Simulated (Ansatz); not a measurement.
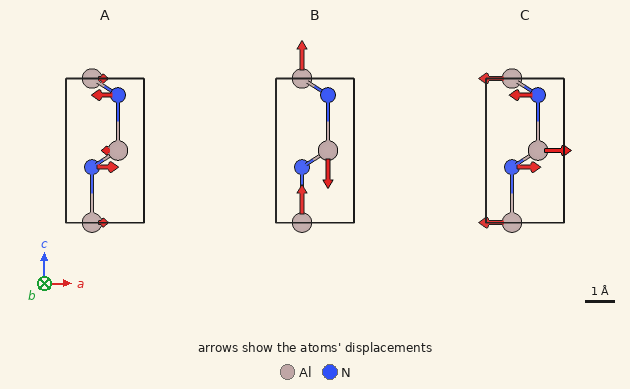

Three optical modes of a crystal of AlN at the zone centre, in no order (one member of each degenerate set). Displacements are drawn as red arrows; their common scale and sign are arbitrary. The picture is a ball-and-stick view of the cell of the calculation, seen along the b axis.

These are results of Ansatz 0.2.0, DFT PBE, scalar-relativistic, plane waves, PAW, not measurements. Settings: plane-wave cutoff 420 eV; k-point mesh 12 × 12 × 6; occupations gaussian; smearing width 0.05 eV; no spin polarisation.

Frequencies are those without the non-analytic (LO–TO) term.

**Order them from the lowest to the highest frequency (imaginary ones first).**

C (239 cm⁻¹), B (534 cm⁻¹), A (667 cm⁻¹). C, E₂: All motion is along a; atoms of one kind move against one another, with no net shift of any sublattice; it mainly bends the Al–N bonds; the kinetic energy is shared as Al 71 %, N 29 %. B, B₁: The N atoms hardly move; all motion is along c; atoms of one kind move against one another, with no net shift of their sublattice; it stretches the Al–N bonds (1.92 Å). A, E₂: All motion is along a; atoms of one kind move against one another, with no net shift of any sublattice; it stretches the shortest Al–N bonds (1.89 Å); the kinetic energy is shared as N 71 %, Al 29 %.
